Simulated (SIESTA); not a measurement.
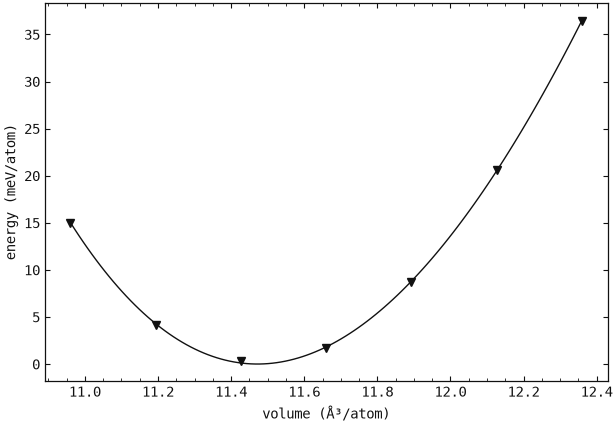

Method: DFT in numerical atomic orbitals with pseudopotentials, collinear spins; energies at scaled volumes of the given cell, shape and fractions fixed, counted from the fit's minimum, third-order Birch-Murnaghan fit (SIESTA 5.4.2). Level: PBE, collinear spin.

```tsv
setting	value
k mesh	9×9×9
occupations	Fermi–Dirac
smearing width	0.05 eV
potentials	PseudoDojo 0.4 standard, converted to PSML, two zetas on semicore shells
program settings	basis DZP, mesh cutoff 800 Ry
```

Structure:
```
Co Fe
1.0
     2.85700    0.00000    0.00000
     0.00000    2.85700    0.00000
     0.00000    0.00000    2.85700
Co Fe
1 1
Cartesian
  0.0000 0.0000 0.0000
  1.4285 1.4285 1.4285
```

Figure. Energy against volume for FeCo, space group Pm-3m (No. 221).

A third-order Birch–Murnaghan fit gives V0 = 11.47 Å³/atom, B0 = 194 GPa and B′ = 4.3. The energy is 15.00 meV/atom at volume 10.96 Å³/atom and 36.48 meV/atom at 12.36 Å³/atom; the lowest computed point is at volume 11.43 Å³/atom (0.31 meV/atom), and no other minimum shows.

Limits of the calculation: mulliken charges of long orbitals; short basis over semicore shells.
